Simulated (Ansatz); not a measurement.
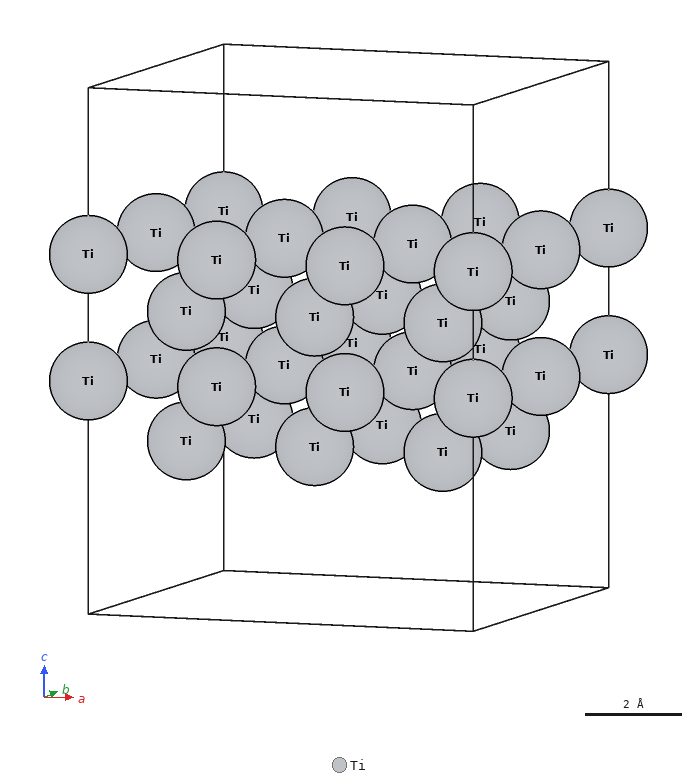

Figure 1. The input geometry (spheres-only view of the 3 × 2 repeat of the cell, with the vacuum cut short, seen slightly off an axis). An atom can appear more than once, as a periodic image.

# Single-point calculation, with input and output: Ti

- system: Ti (slab, 4 atoms in the cell)
- method: DFT PBEsol, scalar-relativistic, plane waves, PAW, PAW set soft_1, no spin polarisation (Ansatz 0.2.0)

The structure derives from an entry of the Crystallography Open Database. Figures and captions count atoms from 1; the log counts them from 0 in places.

Input
```yaml
crystal:
  lattice:
    - [2.8676282151, 0.0, 0.0]
    - [0.0, 4.0554387137, 0.0]
    - [0.0, 0.0, 19.6054200203]
  atoms:
    - { symbol: Ti, position: [0.5, 0.5, 0.2040252132] }
    - { symbol: Ti, position: [0.0, 0.0, 0.2771587704] }
    - { symbol: Ti, position: [0.5, 0.5, 0.3434213386] }
    - { symbol: Ti, position: [0.0, 0.0, 0.413427512] }
basis:
  ecutwfc: 420
kpoints:
  mp_grid: { grid: [9, 7, 1] }
hamiltonian:
  xc: pbesol
  pseudopotentials: { kind: paw, azcp: { folder: soft_1 } }
scf:
  occupations: { method: gaussian, width: 0.1 }
output:
  forces: true
  eigenvalues: true
efield:
  axis: 3
  dipole_correction: true
  ramp_width: 0.04
```

Run on 1 thread of Arm Neoverse V2, 24 GiB of memory available, shared host.

Launch command:
```bash
ansatz run input.yaml --threads 1 --pin off --max-ram 3072MiB --backend cpu --events-out ev --progress --plain --runs-dir out
```

Output
```
Warning: [file] the record states the generating functional pbe (its physics header spells it `PBE`), which answers neither for hamiltonian.xc's functional nor for the pbesol family's — results may be inconsistent (PPs are generated against a specific XC)
Engine: ansatz 0.2.0, aarch64-unknown-linux-gnu
Pseudopotentials: kind: paw
Pseudopotential: Ti, paw, valence charge 12, recommended cutoff 420 eV (normal), [file]
Functional definition: PBEsol
  exchange = pbesol_x
  correlation = pbesol_c
Crystal: 4 atoms, lattice volume = 228.001 Å³
Basis set: ecut = 420 eV, 4481 PW (Γ), exchange–correlation on 40×60×270 points (8 copies of the dense FFT grid, shifted against one another)
Bands: 29, of which v1, the nominal top of the filled ones, is band 24 counted from 1 (23 counted from 0)
Symmetry: 4 space group operations
Space group: Pmm2 (ITA 25), of the structure as read, at distance tolerance 6.1e-5 Å
k-points: 20 of 63
Non-local potential: Ti, projectors of the file, l = 0: 3, l = 1: 2, l = 2: 3, l = 3: 1
PAW form: soft (Blöchl's): semilocal exchange-correlation on the pseudo side does not see the compensation charge
PAW frozen core: Ti, regenerated for the run's functional, and the local potential with it (the file was generated under x = pbe(κ = 0.804, μ = 0.2195149727645171), c = pbe(β = 0.06672455060314922))
PAW one-centre angular grid: Ti, 590 points (default); XC on 64 Gauss nodes
Initial density: superposition of atomic densities (neutral atoms: chi_scale 0, normalization atom)
Initial wavefunctions: pseudopotential atomic-orbital guess
Functional: x = pbesol(κ = 0.804, μ = 0.12345679012345678), c = pbesol(β = 0.046)
SCF iter   1: F=—  HF=-9897.985812 eV  |F-HF|=—  |Δ(HF+E_count)|=         —  Δρ=6.00e-2  dr2=5.27e1  ethr=3.10e-3  p=0.000 e·Å  D=6.20e-7 V/Å  ΔV_dip=-0.00 eV  dr2_dipole=2.00e-1  V_vac-E_F(+/−)=8.08/8.08 eV  ⟨swp⟩=9.7  Hψ=3039  notcnv=0
efield: sawtooth ramp at fractional position 0.7887 (placed from the atoms, in the widest stretch of the axis that holds none; the zero of the levels goes with the place), width 0.0400; the density the first Hamiltonian is built on has a dipole p = 0.000 e·Å; the dipole correction subtracts the counter field D = 6.20e-7 V/Å, which shifts the + side's vacuum level by -0.00 eV against the − side's; the planar-averaged density in the ramp window peaks in size at 1.9e-6 e/Å³
preconditioner: auto → LDOS  [metal: Δε(μ)=0.003 eV  Ē_g=2.747 eV  σ=0.100 eV  W_gap=0.02  n_scr=30 (ndim 8)  ℏωp=9.8 eV  f_vac=0.574  D(μ)=6.73/eV (n_scr^D=46)  β→1.0]
SCF iter   2: F=—  HF=-9896.051684 eV  |F-HF|=—  |Δ(HF+E_count)|=    1.93e0  Δρ=5.98e-2  dr2=5.90e1  ethr=3.10e-3  p=0.027 e·Å  D=2.12e-2 V/Å  ΔV_dip=-0.42 eV  dr2_dipole=4.32e-2  V_vac-E_F(+/−)=0.77/1.19 eV  ⟨swp⟩=7.6  Hψ=2322  notcnv=0  defer=1
SCF iter   3: F=—  HF=-9892.364974 eV  |F-HF|=—  |Δ(HF+E_count)|=    3.69e0  Δρ=1.30e-2  dr2=3.49e-1  ethr=3.10e-3  p=0.011 e·Å  D=8.78e-3 V/Å  ΔV_dip=-0.17 eV  dr2_dipole=1.38e-3  V_vac-E_F(+/−)=3.78/3.95 eV  ⟨swp⟩=5.2  Hψ=1734  notcnv=0  defer=4
SCF iter   4: F=—  HF=-9892.351116 eV  |F-HF|=—  |Δ(HF+E_count)|=   1.39e-2  Δρ=4.94e-3  dr2=1.89e-1  ethr=7.27e-4  p=0.001 e·Å  D=7.15e-4 V/Å  ΔV_dip=-0.01 eV  dr2_dipole=1.25e-5  V_vac-E_F(+/−)=3.69/3.70 eV  ⟨swp⟩=3.6  Hψ=1290  notcnv=0  defer=3
SCF iter   5: F=—  HF=-9892.334847 eV  |F-HF|=—  |Δ(HF+E_count)|=   1.63e-2  Δρ=1.83e-3  dr2=5.88e-3  ethr=3.94e-4  p=-0.000 e·Å  D=-5.16e-5 V/Å  ΔV_dip=0.00 eV  dr2_dipole=3.10e-5  V_vac-E_F(+/−)=3.45/3.45 eV  ⟨swp⟩=2.5  Hψ=924  notcnv=0  defer=3
SCF iter   6: F=—  HF=-9892.336909 eV  |F-HF|=—  |Δ(HF+E_count)|=   2.06e-3  Δρ=6.75e-4  dr2=1.57e-3  ethr=1.23e-5  p=-0.001 e·Å  D=-5.43e-4 V/Å  ΔV_dip=0.01 eV  dr2_dipole=3.19e-5  V_vac-E_F(+/−)=3.41/3.40 eV  ⟨swp⟩=3.2  Hψ=1110  notcnv=0  defer=3
SCF iter   7: F=—  HF=-9892.337238 eV  |F-HF|=—  |Δ(HF+E_count)|=   3.29e-4  Δρ=2.02e-4  dr2=1.51e-4  ethr=3.28e-6  p=-0.001 e·Å  D=-4.79e-4 V/Å  ΔV_dip=0.01 eV  dr2_dipole=1.30e-6  V_vac-E_F(+/−)=3.41/3.40 eV  ⟨swp⟩=2.0  Hψ=695  notcnv=0  defer=3
SCF iter   8: F=—  HF=-9892.337290 eV  |F-HF|=—  |Δ(HF+E_count)|=   5.19e-5  Δρ=8.60e-5  dr2=4.52e-5  ethr=3.16e-7  p=-0.001 e·Å  D=-5.71e-4 V/Å  ΔV_dip=0.01 eV  dr2_dipole=1.70e-7  V_vac-E_F(+/−)=3.41/3.40 eV  ⟨swp⟩=1.7  Hψ=640  notcnv=0  defer=3
SCF iter   9: F=—  HF=-9892.337331 eV  |F-HF|=—  |Δ(HF+E_count)|=   4.08e-5  Δρ=2.92e-5  dr2=4.19e-6  ethr=9.42e-8  p=-0.001 e·Å  D=-6.08e-4 V/Å  ΔV_dip=0.01 eV  dr2_dipole=4.89e-8  V_vac-E_F(+/−)=3.41/3.39 eV  ⟨swp⟩=2.0  Hψ=675  notcnv=0  defer=3
SCF iter  10: F=—  HF=-9892.337332 eV  |F-HF|=—  |Δ(HF+E_count)|=   8.59e-7  Δρ=1.14e-5  dr2=9.92e-7  ethr=8.74e-9  p=-0.001 e·Å  D=-6.03e-4 V/Å  ΔV_dip=0.01 eV  dr2_dipole=1.18e-9  V_vac-E_F(+/−)=3.41/3.39 eV  ⟨swp⟩=2.2  Hψ=747  notcnv=0  defer=3
SCF iter  11: F=—  HF=-9892.337332 eV  |F-HF|=—  |Δ(HF+E_count)|=   7.79e-8  Δρ=5.66e-6  dr2=1.09e-7  ethr=2.07e-9  p=-0.001 e·Å  D=-5.80e-4 V/Å  ΔV_dip=0.01 eV  dr2_dipole=3.12e-10  V_vac-E_F(+/−)=3.40/3.39 eV  ⟨swp⟩=2.0  Hψ=716  notcnv=0  defer=3
SCF iter  12: F=-9892.337332 eV  HF=-9892.337332 eV  |F-HF|=1.22e-9  |Δ(HF+E_count)|=   3.35e-8  Δρ=1.96e-6  dr2=9.82e-9  ethr=2.08e-10  p=-0.001 e·Å  D=-5.71e-4 V/Å  ΔV_dip=0.01 eV  dr2_dipole=2.08e-12  V_vac-E_F(+/−)=3.40/3.39 eV  ⟨swp⟩=13.8  Hψ=2967  notcnv=0
SCF 1 converged in 12 iterations: F = -9892.337332 eV  dr2 = 9.82e-9
  greatest PAW one-centre occupation: 0.999 electrons in one spin orbital (limit 2), on the Ti atom at site 2 (counted from 0), in its partial waves of l = 0
```

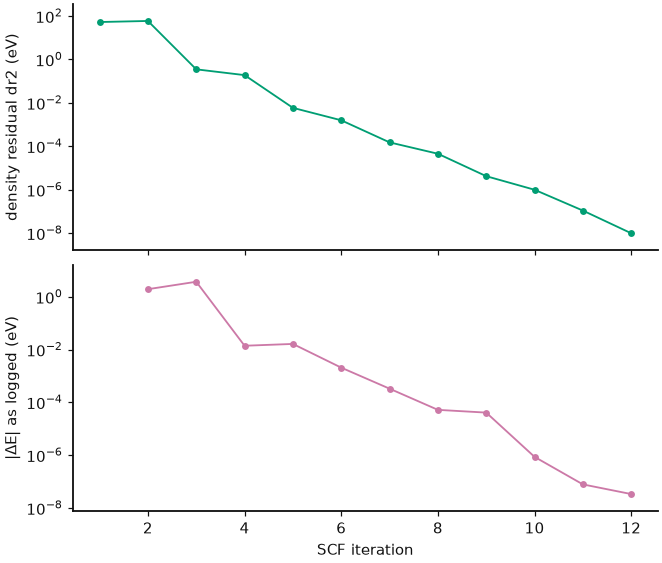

Figure 2. Convergence of the self-consistent field: density residual dr2 and size of the energy change against the SCF iteration. The residual falls almost steadily, with no more than small rises.

```
SCF converged after 12 iterations
Free energy (F): -9892.337332 eV
Harris-Foulkes:  -9892.337332 eV  (|F-HF|=1.22e-9)
Internal energy: -9892.302109 eV  (E = F + TS)
E sigma→0 (E₀):  -9892.319720 eV
Entropy (-TS):   -0.035223 eV (-8.806 meV/atom)
Fermi energy:    1.725254 eV
Dipole field:    D = -0.000569 V/Å  (p = -0.000717 e·Å, saw-weighted, corrected)
Work function:   Φ+ = 3.4035 eV   Φ− = 3.3923 eV
Levels:          The Fermi level and band energies are counted from a zero that moves with the ramp; work functions are not
--- Per-component energies (eV) ---
  E_band       = -1178.913770
  E_kinetic    = 1124.262772
  E_local      = -34230.177537  (includes V_loc(G=0)·N_el)
  E_nonlocal   = 249.789803
  E_hartree    = 16474.842606
  E_xc         = -457.534755
  E_vxc        = -575.308608  (∫ρ·V_xc dr)
  E_paw        = -4070.597874  (= ΣΔE_a)
  E_vpaw       = -697.158498  (= ΣTr[D̂ρ^β])
  E_aug_tail   = -0.000311  (compensation charges beyond the density's cutoff)
  E_efield     = 0.000000  (sawtooth field / dipole correction)
  E_vefield    = 0.000419  (∫n·V_field dr)
  E_ewald      = 11016.555649
  E_core_change = 0.557538  (= ΣΔE_core)
  E_smearing   = -0.035223  (= −TS)
  E_closure    = 0.000000  (closes the sum)
  Σ components = -9892.337332   (vs F -9892.337332, Δ=0.00e0)
--- Forces (eV/Å), atoms counted from 1 ---
  atom   1  Ti     0.00000000     0.00000000     0.34337198
  atom   2  Ti     0.00000000     0.00000000    -0.35561613
  atom   3  Ti     0.00000000     0.00000000     0.02311218
  atom   4  Ti     0.00000000     0.00000000    -0.01084346
  max |Σ_I F_I| component: 2.46e-5 eV/Å
--- Band table (eV; the first three rows and the last of 20) ---
  k-point 0: bands = ["-54.9625", "-54.9067", "-54.5546", "-54.4406", "-31.5129", "-31.4445", "-31.4283", "-31.3257", "-31.0407", "-30.9958", "-30.9813", "-30.9493", "-30.7594", "-30.7127", "-30.6160", "-30.5554", "-3.5922", "-1.7285", "-0.5302", "0.0217", "0.2641", "0.8934", "1.4592", "1.8957", "1.9315", "1.9796", "2.3690", "2.5103", "2.7097"]
  k-point 1: bands = ["-54.9612", "-54.9052", "-54.5505", "-54.4474", "-31.5309", "-31.4661", "-31.4024", "-31.3237", "-31.0376", "-30.9995", "-30.9928", "-30.9269", "-30.7404", "-30.7085", "-30.6336", "-30.5658", "-3.3791", "-1.5968", "-0.4865", "-0.0925", "0.3181", "0.9766", "1.4893", "1.6156", "2.0178", "2.2851", "2.5411", "2.6422", "2.6957"]
  k-point 2: bands = ["-54.9583", "-54.9018", "-54.5381", "-54.4660", "-31.5536", "-31.5090", "-31.3666", "-31.3183", "-31.0311", "-31.0098", "-30.9854", "-30.9012", "-30.7085", "-30.6946", "-30.6702", "-30.5939", "-2.7753", "-1.2533", "-0.5451", "-0.3216", "0.4980", "1.1775", "1.3281", "1.7111", "2.3277", "2.3672", "2.6613", "2.6990", "2.9066"]
  k-point 19: bands = ["-54.9086", "-54.8511", "-54.4627", "-54.4512", "-31.4795", "-31.4604", "-31.4458", "-31.4201", "-31.3444", "-31.3341", "-31.0496", "-31.0291", "-30.8259", "-30.7972", "-30.7044", "-30.6919", "-0.3663", "-0.2075", "0.3577", "0.4444", "0.9597", "1.0039", "1.4944", "1.5479", "2.1024", "2.1907", "2.5458", "2.6588", "2.9740"]
```

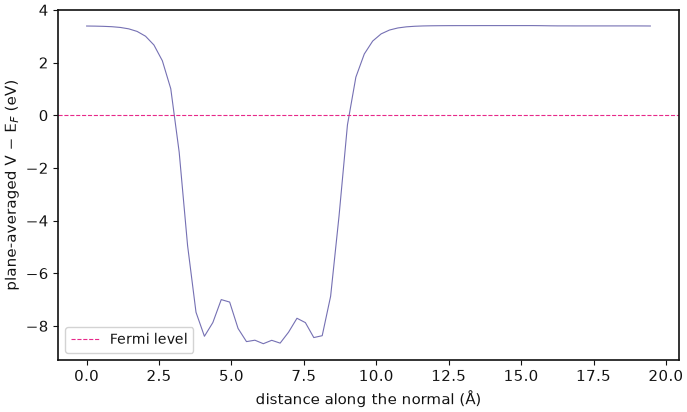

Figure 3. Plane average of the electrostatic potential energy of an electron across the cell, from the Fermi level. The vacuum level lies 3.40 eV above the Fermi level.

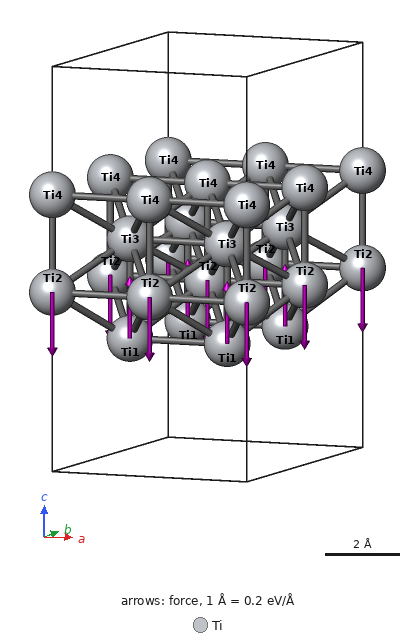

Figure 4. Forces on the atoms as pink arrows (ball-and-stick view of the 2 × 2 repeat of the cell, with the vacuum cut short, seen slightly off an axis; atoms are numbered from 1 in the order of the input); the smallest are left out. The largest act on Ti2 (0.36 eV/Å); Ti1 (0.34 eV/Å). The geometry is not a stationary point of this energy.

Results in brief

| quantity | value |
| --- | --- |
| outcome | converged |
| electrons treated | 48 |
| free energy | −9892.3373 eV |
| work function, top face | 3.40 eV |
| work function, bottom face | 3.39 eV |
| Fermi energy | 1.725 eV |
| gap on the k-point mesh | none (metallic) |
| work function (upper face) | 3.40 eV |
| largest force (length of the vector) | 0.356 eV/Å |
| wall time | 15 s |
| peak memory | 0.4 GiB |

The program warns: the PAW datasets were made with another functional.
